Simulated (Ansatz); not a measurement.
## What a change does: single-point calculation on Mn$_{3}$Sn

System: Mn$_{3}$Sn (8 atoms in the cell).
Method of run A: DFT PBE, scalar-relativistic, plane waves, PAW, spin-polarised (Ansatz 0.2.0).

The structure derives from an entry of the Crystallography Open Database. Text and figures count atoms from 1; the logs count them from 0 in places.

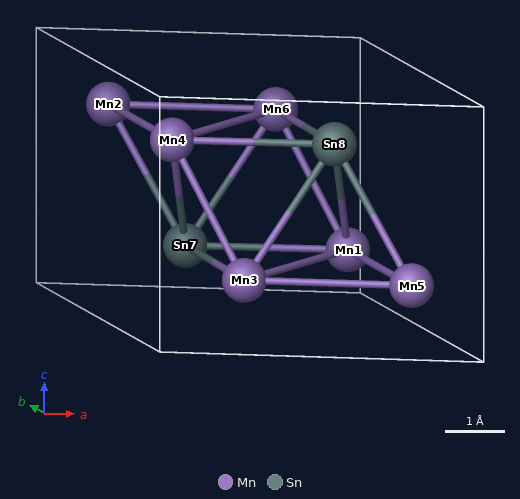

**Figure 1.** The input geometry (ball-and-stick view of the cell of the calculation, seen slightly off an axis; atoms are numbered from 1 in the order of the input). An atom can appear more than once, as a periodic image. Near neighbours in the periodic cell (some may lie outside the picture): Mn has 8 Mn at 2.70 to 2.89 Å and 4 Sn at 2.79 Å; Sn has 12 Mn at 2.79 Å.

## Input, run A
```yaml
crystal:
  lattice:
    - [5.5832669076, 0.0, 0.0]
    - [-2.7916334538, 4.8352509781, 0.0]
    - [0.0, 0.0, 4.4779350196]
  atoms:
    - { symbol: Mn, position: [0.8389627555, 0.677925511, 0.25], spin: 3.5 }
    - { symbol: Mn, position: [0.1610372445, 0.8389627555, 0.75], spin: -3.5 }
    - { symbol: Mn, position: [0.322074489, 0.1610372445, 0.25], spin: 3.5 }
    - { symbol: Mn, position: [0.1610372445, 0.322074489, 0.75], spin: -3.5 }
    - { symbol: Mn, position: [0.8389627555, 0.1610372445, 0.25], spin: 3.5 }
    - { symbol: Mn, position: [0.677925511, 0.8389627555, 0.75], spin: -3.5 }
    - { symbol: Sn, position: [0.3333333333, 0.6666666667, 0.25] }
    - { symbol: Sn, position: [0.6666666667, 0.3333333333, 0.75] }
basis:
  ecutwfc: 420
  ecutrho_ratio: 4
kpoints:
  mp_grid: { grid: [8, 8, 8] }
hamiltonian:
  xc: pbe
scf:
  occupations: { method: gaussian, width: 0.05 }
  lower_state_search: "off"
output:
  forces: true
  stress: true
  eigenvalues: true
  populations: true
magnetization:
  spin_polarized: true
```

Command:
```bash
ansatz run input.yaml --threads 4 --pin off --max-ram 10240MiB --backend cpu --events-out ev --progress --plain --runs-dir out
```

Hardware: 4 threads of Oxide Virtual Turin-like (Zen 5), 32 GiB of memory available, shared host.

## Output, shortened to warnings, some set-up lines, iterations and results (run A)
```
Basis set: ecut = 420 eV, 2355 PW (Γ), exchange–correlation on 80×80×60 points (8 copies of the dense FFT grid, shifted against one another)
Symmetry: 12 space group operations
k-points: 50 of 512 (time reversal used)
Initial density: superposition of atomic densities (chi_scale 0.1, normalization cell)
[...]
SCF iter   1: F=—  HF=-35440.529845 eV  |F-HF|=—  |Δ(HF+E_count)|=         —  Δρ=2.92e-2 (↑2.92e-2 ↓2.92e-2)  dr2=3.42e0  dr2_m=5.47e-1  M=0.000 μB ∫|m|=18.455 μB  β_m=0.30  …
SCF iter   2: F=—  HF=-35440.266596 eV  |F-HF|=—  |Δ(HF+E_count)|=   2.63e-1  Δρ=2.39e-2 (↑2.39e-2 ↓2.39e-2)  dr2=1.80e0  dr2_m=4.55e-1  M=-0.000 μB ∫|m|=18.177 μB  β_m=0.65  …
SCF iter   3: F=—  HF=-35440.151553 eV  |F-HF|=—  |Δ(HF+E_count)|=   1.15e-1  Δρ=1.12e-2 (↑1.12e-2 ↓1.12e-2)  dr2=5.96e-1  dr2_m=2.13e-2  M=-0.000 μB ∫|m|=17.572 μB  β_m=0.60 …
SCF iter   4: F=—  HF=-35440.053723 eV  |F-HF|=—  |Δ(HF+E_count)|=   9.78e-2  Δρ=5.96e-3 (↑5.94e-3 ↓5.96e-3)  dr2=3.48e-2  dr2_m=2.64e-2  M=-0.000 μB ∫|m|=17.046 μB  β_m=0.75 …
SCF iter   5: F=—  HF=-35440.056533 eV  |F-HF|=—  |Δ(HF+E_count)|=   2.81e-3  Δρ=2.70e-3 (↑2.70e-3 ↓2.60e-3)  dr2=6.98e-3  dr2_m=5.74e-3  M=-0.000 μB ∫|m|=16.774 μB  β_m=0.87 …
[... 63 lines ...]
SCF iter  69: F=—  HF=-35440.078296 eV  |F-HF|=—  |Δ(HF+E_count)|=   4.66e-5  Δρ=2.34e-5 (↑2.23e-5 ↓2.34e-5)  dr2=3.72e-6  dr2_m=1.05e-7  M=0.001 μB ∫|m|=15.068 μB  β_m=0.73  …
SCF iter  70: F=—  HF=-35440.078295 eV  |F-HF|=—  |Δ(HF+E_count)|=   1.44e-7  Δρ=9.72e-6 (↑5.52e-6 ↓9.72e-6)  dr2=2.03e-7  dr2_m=2.68e-8  M=0.000 μB ∫|m|=15.068 μB  β_m=0.86  …
SCF iter  71: F=—  HF=-35440.078295 eV  |F-HF|=—  |Δ(HF+E_count)|=   4.62e-9  Δρ=4.80e-6 (↑3.70e-6 ↓4.80e-6)  dr2=1.11e-7  dr2_m=1.85e-9  M=0.000 μB ∫|m|=15.068 μB  β_m=0.79  …
SCF iter  72: F=-35440.078295 eV  HF=-35440.078295 eV  |F-HF|=1.02e-8  |Δ(HF+E_count)|=   8.19e-9  Δρ=2.39e-6 (↑2.39e-6 ↓1.72e-6)  dr2=1.22e-8  dr2_m=1.72e-9  M=0.000 μB …
SCF 1 converged in 72 iterations: F = -35440.078295 eV  dr2 = 1.22e-8
SCF converged after 72 iterations
Magnetization: 0.0001 μB (59.0001 up, 58.9999 down)
Absolute magnetization: 15.0778 μB (∫|ρ↑−ρ↓|, with the PAW one-centre terms)
Spin contamination: 6.5769 ħ² per cell (⟨S²⟩ above its minimum at these occupations)
Per-site moments (μB) at R_I (Å): [(2.38789077358445, 1.1126534736596594), (-2.3878534048600635, 1.1126534736596592), (2.3878907735844486, 1.1126534736596592), (-2.3878534048600653, 1.1126534736596592), (2.3878907735844517, 1.1126534736596592), (-2.3878534048600626, 1.1126534736596592), …
Free energy (F): -35440.078295 eV
Harris-Foulkes:  -35440.078295 eV  (|F-HF|=1.02e-8)
Internal energy: -35440.068739 eV  (E = F + TS)
E sigma→0 (E₀):  -35440.073517 eV
Entropy (-TS):   -0.009557 eV (-1.195 meV/atom)
Fermi energy:    15.854690 eV
--- Per-component energies (eV) ---
  E_band       = -1356.943062
  E_kinetic    = 2204.688883
  E_local      = -12414.240470  (includes V_loc(G=0)·N_el)
  E_nonlocal   = 1397.846799
  E_hartree    = 5523.471012
  E_xc         = -1444.126835
  E_vxc        = -1061.999476  (∫ρ·V_xc dr)
  E_paw        = -16089.378325  (= ΣΔE_a)
  E_vpaw       = -2530.192527  (= ΣTr[D̂ρ^β])
  E_aug_tail   = -0.000058  (compensation charges beyond the density's cutoff)
  E_ewald      = -14618.329743
  E_smearing   = -0.009557  (= −TS)
  E_closure    = 0.000000  (closes the sum)
  Σ components = -35440.078295   (vs F -35440.078295, Δ=0.00e0)
--- Forces (eV/Å), atoms counted from 1 ---
  atom   1  Mn     0.00000000     0.49668971     0.00000000
  atom   2  Mn    -0.43013194     0.24833679     0.00000000
  atom   3  Mn    -0.43014591    -0.24834486     0.00000000
  atom   4  Mn     0.00000000    -0.49667358     0.00000000
  atom   5  Mn     0.43014591    -0.24834486     0.00000000
  atom   6  Mn     0.43013194     0.24833679     0.00000000
  atom   7  Sn    -0.00000000     0.00000000     0.00000000
  atom   8  Sn     0.00000000    -0.00000000     0.00000000
  max |Σ_I F_I| component: 1.13e-16 eV/Å
--- Stress (GPa, compression-positive) ---
      -10.501375       0.000000       0.000000
        0.000000     -10.501375       0.000000
        0.000000       0.000000      -4.852352
  P = ⅓ Tr σ = -8.6184 GPa (-86.184 kbar)
--- Löwdin populations: 8 sites ---
  site symbol       q [e]    m [muB]
     0     Mn     14.5979     2.5337
     1     Mn     14.5979    -2.5337
     2     Mn     14.5979     2.5337
     3     Mn     14.5979    -2.5337
     4     Mn     14.5979     2.5337
     5     Mn     14.5979    -2.5337
     6     Sn     14.7102    -0.0967
     7     Sn     14.7102     0.0967
  spilling = 0.008408 (of n_electrons = 118.000000)
```

For run B the input was changed thus:
```diff
-    - { symbol: Mn, position: [0.1610372445, 0.8389627555, 0.75], spin: -3.5 }
+    - { symbol: Mn, position: [0.1610372445, 0.8389627555, 0.75], spin: 3.5 }
-    - { symbol: Mn, position: [0.8389627555, 0.1610372445, 0.25], spin: 3.5 }
+    - { symbol: Mn, position: [0.8389627555, 0.1610372445, 0.25], spin: -3.5 }
```

Predict how the results change.

With the same functional and potentials, run B lies 35.5 meV per atom higher. The pressure goes from −8.62 to −5.25 GPa. The largest force goes from 0.497 to 0.758 eV/Å. The SCF takes 19 iterations against 72. The irreducible k-points go from 50 to 105. On the same kind of shared host run B took about 0.61 times as long.

## Output, shortened to warnings, some set-up lines, iterations and results (run B)
```
Basis set: ecut = 420 eV, 2355 PW (Γ), exchange–correlation on 80×80×60 points (8 copies of the dense FFT grid, shifted against one another)
Symmetry: 4 space group operations
k-points: 105 of 512 (time reversal used)
Initial density: superposition of atomic densities (chi_scale 0.1, normalization cell)
[...]
SCF iter   1: F=—  HF=-35440.368961 eV  |F-HF|=—  |Δ(HF+E_count)|=         —  Δρ=2.74e-2 (↑2.74e-2 ↓2.74e-2)  dr2=3.81e0  dr2_m=4.33e-1  M=-0.000 μB ∫|m|=18.686 μB  β_m=0.30  …
SCF iter   2: F=—  HF=-35440.052636 eV  |F-HF|=—  |Δ(HF+E_count)|=   3.16e-1  Δρ=2.25e-2 (↑2.25e-2 ↓2.25e-2)  dr2=1.97e0  dr2_m=3.87e-1  M=-0.000 μB ∫|m|=18.413 μB  β_m=0.64  …
SCF iter   3: F=—  HF=-35440.086547 eV  |F-HF|=—  |Δ(HF+E_count)|=   3.39e-2  Δρ=3.13e-2 (↑3.13e-2 ↓3.13e-2)  dr2=5.21e0  dr2_m=9.12e-2  M=0.001 μB ∫|m|=17.626 μB  β_m=0.34  …
SCF iter   4: F=—  HF=-35439.988625 eV  |F-HF|=—  |Δ(HF+E_count)|=   9.79e-2  Δρ=2.64e-2 (↑2.64e-2 ↓2.64e-2)  dr2=3.72e0  dr2_m=1.08e-1  M=-0.000 μB ∫|m|=17.829 μB  β_m=0.35  …
SCF iter   5: F=—  HF=-35439.782180 eV  |F-HF|=—  |Δ(HF+E_count)|=   2.06e-1  Δρ=5.65e-3 (↑5.65e-3 ↓5.65e-3)  dr2=1.60e-2  dr2_m=2.68e-2  M=0.000 μB ∫|m|=17.118 μB  β_m=0.53  …
[... 10 lines ...]
SCF iter  16: F=—  HF=-35439.794626 eV  |F-HF|=—  |Δ(HF+E_count)|=   1.19e-7  Δρ=1.73e-5 (↑1.58e-5 ↓1.73e-5)  dr2=4.61e-7  dr2_m=1.80e-7  M=-0.000 μB ∫|m|=16.523 μB  β_m=0.72 …
SCF iter  17: F=—  HF=-35439.794626 eV  |F-HF|=—  |Δ(HF+E_count)|=   5.64e-8  Δρ=1.14e-5 (↑7.12e-6 ↓1.14e-5)  dr2=4.10e-7  dr2_m=2.39e-8  M=-0.000 μB ∫|m|=16.522 μB  β_m=0.73 …
SCF iter  18: F=—  HF=-35439.794626 eV  |F-HF|=—  |Δ(HF+E_count)|=   2.12e-7  Δρ=3.13e-5 (↑3.13e-5 ↓2.44e-5)  dr2=4.80e-6  dr2_m=2.29e-8  M=0.000 μB ∫|m|=16.522 μB  β_m=0.46  …
SCF iter  19: F=-35439.794626 eV  HF=-35439.794626 eV  |F-HF|=2.82e-8  |Δ(HF+E_count)|=   2.04e-7  Δρ=4.40e-6 (↑2.70e-6 ↓4.40e-6)  dr2=4.73e-8  dr2_m=6.10e-9  M=-0.000 μB …
SCF 1 converged in 19 iterations: F = -35439.794626 eV  dr2 = 4.73e-8
SCF converged after 19 iterations
Magnetization: -0.0000 μB (59.0000 up, 59.0000 down)
Absolute magnetization: 16.5324 μB (∫|ρ↑−ρ↓|, with the PAW one-centre terms)
Spin contamination: 7.4053 ħ² per cell (⟨S²⟩ above its minimum at these occupations)
Per-site moments (μB) at R_I (Å): [(2.5193552645038793, 1.1126534736593885), (2.8216194024591967, 1.1126534736593883), (2.519355264503879, 1.1126534736593883), (-2.519354723351578, 1.1126534736593883), (-2.8216280451387203, 1.1126534736593883), (-2.5193547233515803, 1.1126534736593883), …
Free energy (F): -35439.794626 eV
Harris-Foulkes:  -35439.794626 eV  (|F-HF|=2.82e-8)
Internal energy: -35439.782894 eV  (E = F + TS)
E sigma→0 (E₀):  -35439.788760 eV
Entropy (-TS):   -0.011732 eV (-1.466 meV/atom)
Fermi energy:    15.854260 eV
--- Per-component energies (eV) ---
  E_band       = -1350.815966
  E_kinetic    = 2204.926107
  E_local      = -12423.017260  (includes V_loc(G=0)·N_el)
  E_nonlocal   = 1402.418027
  E_hartree    = 5530.330623
  E_xc         = -1444.128256
  E_vxc        = -1061.990307  (∫ρ·V_xc dr)
  E_paw        = -16091.982334  (= ΣΔE_a)
  E_vpaw       = -2533.824424  (= ΣTr[D̂ρ^β])
  E_aug_tail   = -0.000059  (compensation charges beyond the density's cutoff)
  E_ewald      = -14618.329743
  E_smearing   = -0.011732  (= −TS)
  E_closure    = -0.000000  (closes the sum)
  Σ components = -35439.794626   (vs F -35439.794626, Δ=0.00e0)
--- Forces (eV/Å), atoms counted from 1 ---
  atom   1  Mn     0.10460899     0.75098127     0.00000000
  atom   2  Mn    -0.38231632     0.22073043     0.00000000
  atom   3  Mn    -0.59806437    -0.46608468     0.00000000
  atom   4  Mn    -0.10458056    -0.75097180     0.00000000
  atom   5  Mn     0.38231921    -0.22073210     0.00000000
  atom   6  Mn     0.59807038     0.46605532     0.00000000
  atom   7  Sn    -0.15058733     0.08694164     0.00000000
  atom   8  Sn     0.15056764    -0.08693027     0.00000000
  max |Σ_I F_I| component: 1.77e-5 eV/Å
--- Stress (GPa, compression-positive) ---
       -4.749797      -0.793099      -0.000000
       -0.793099      -5.665589      -0.000000
       -0.000000      -0.000000      -5.329752
  P = ⅓ Tr σ = -5.2484 GPa (-52.484 kbar)
--- Löwdin populations: 8 sites ---
  site symbol       q [e]    m [muB]
     0     Mn     14.6119     2.6622
     1     Mn     14.5587     2.9748
     2     Mn     14.6119     2.6622
     3     Mn     14.6119    -2.6622
     4     Mn     14.5586    -2.9748
     5     Mn     14.6119    -2.6622
     6     Sn     14.7024    -0.0122
     7     Sn     14.7024     0.0122
  spilling = 0.008731 (of n_electrons = 118.000000)
```

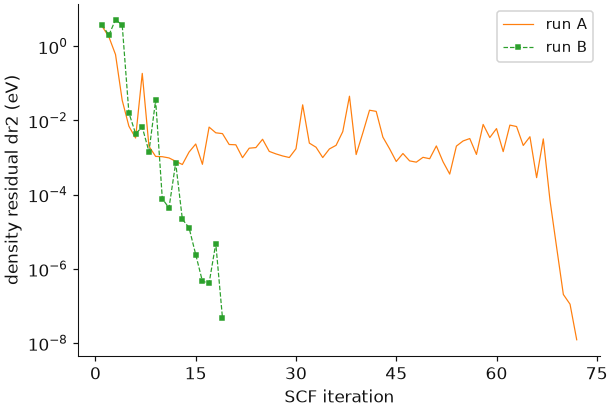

**Figure 2.** Convergence of the two runs: density residual dr2 against the SCF iteration. Run A takes 72 iterations in all, and run B takes 19.

## The two runs side by side

| quantity | run A | run B |
| --- | --- | --- |
| outcome | converged | converged |
| free energy per atom (eV) | −4430.0098 | −4429.9743 |
| energy per atom, smearing taken to zero (eV) | −4430.0092 | −4429.9736 |
| gap on the mesh (eV) | 0.00 | 0.00 |
| net moment of the cell (μB) | 0.00 | 0.00 |
| absolute moment of the cell (μB) | 15.08 | 16.53 |
| pressure (GPa) | −8.62 | −5.25 |
| largest force (eV/Å) | 0.497 | 0.758 |
| SCF iterations | 72 | 19 |
| irreducible k-points | 50 | 105 |
| plane waves at Γ | 2355 | 2355 |
| wall time (shared host) | 1.9 min | 69 s |

For run B: The cell is under a tension of 5.2 GPa at this level, so it is not at its equilibrium volume.
